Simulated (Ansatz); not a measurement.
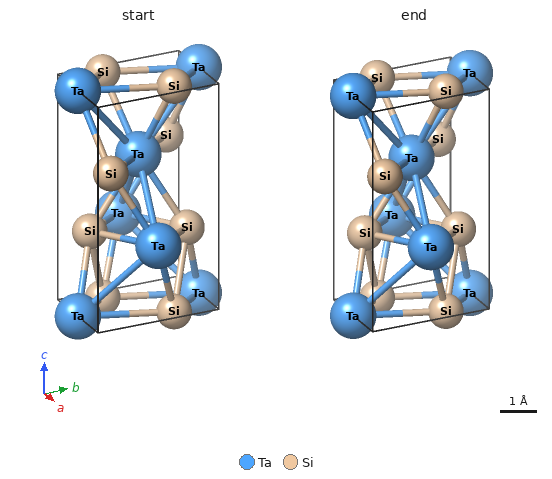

The structure of a crystal of TaSi2 (set up in P6_422) before (left) and after (right) a relaxation, at one scale.

Style: ball-and-stick. Shown: the cell of the calculation, slightly off an axis.

The run lets cell and atoms move.

Computed with Kohn-Sham DFT of a periodic cell, PBEsol, Ansatz PAW in Ansatz.

Input
```yaml
crystal:
  lattice:
    - [4.7839, 0.0, 0.0]
    - [-2.39195, 4.1429789292, 0.0]
    - [0.0, 0.0, 6.57]
  atoms:
    - { symbol: Ta, position: [0.0, 0.5, 0.3333333333] }
    - { symbol: Ta, position: [0.5, 0.5, 0.6666666667] }
    - { symbol: Ta, position: [0.5, 0.0, 0.0] }
    - { symbol: Si, position: [0.31794, 0.15897, 0.3333333333] }
    - { symbol: Si, position: [0.15897, 0.84103, 0.6666666667] }
    - { symbol: Si, position: [0.84103, 0.68206, 0.0] }
    - { symbol: Si, position: [0.68206, 0.84103, 0.3333333333] }
    - { symbol: Si, position: [0.84103, 0.15897, 0.6666666667] }
    - { symbol: Si, position: [0.15897, 0.31794, 0.0] }
hamiltonian:
  xc: pbesol
  pseudopotentials: { kind: paw }
kpoints:
  mp_grid: { grid: [5, 5, 3] }
scf:
  occupations: { method: fermi_dirac, width: 0.05 }
output:
  forces: true
  stress: true
  eigenvalues: true
  write_density: true
  write_potential: true
  elf: true
  volumetric_format: npy
relax:
  f_tol: 0.01
  max_steps: 40
  cell: { stress_tol: 0.05, p_target: 20.0 }
```

Launched with:
```bash
ansatz run input.yaml --threads 4 --pin off --max-ram 11264MiB --backend cpu --events-out ev --progress --plain --runs-dir out
```

What changed between the two?

The largest moves relative to the cell, 0.004 Å, are those of Si atoms. Ta stays in place. Cell: a = b 4.784 → 4.617 Å (−3.5 %), c 6.570 → 6.403 Å (−2.5 %). Volume −9.2 %. Near-neighbour distances that change, for instance: Si–Ta 2.826 → 2.723 Å, Ta–Ta 3.243 → 3.144 Å, Si–Ta 2.731 → 2.638 Å, Si–Si 2.634 → 2.552 Å. The space group stays P6_422 (No. 181). The energy rises by 66.7 meV per atom in 5 accepted moves (6 points after the start). With the target pressure of 20 GPa, the enthalpy E + pV changes by −99.6 meV per atom. The largest force component goes from 0.015 to under 0.0001 eV/Å. Pressure: −2.18 GPa at the start and 19.96 GPa at the end. The SCF was repeated once at an unchanged geometry on a basis and grid sized afresh for the cell, which shifted the energy by 0.3 meV per atom at most. The run took 10 s on 4 threads of Arm Neoverse V2 (shared host), peak memory 0.45 GiB.
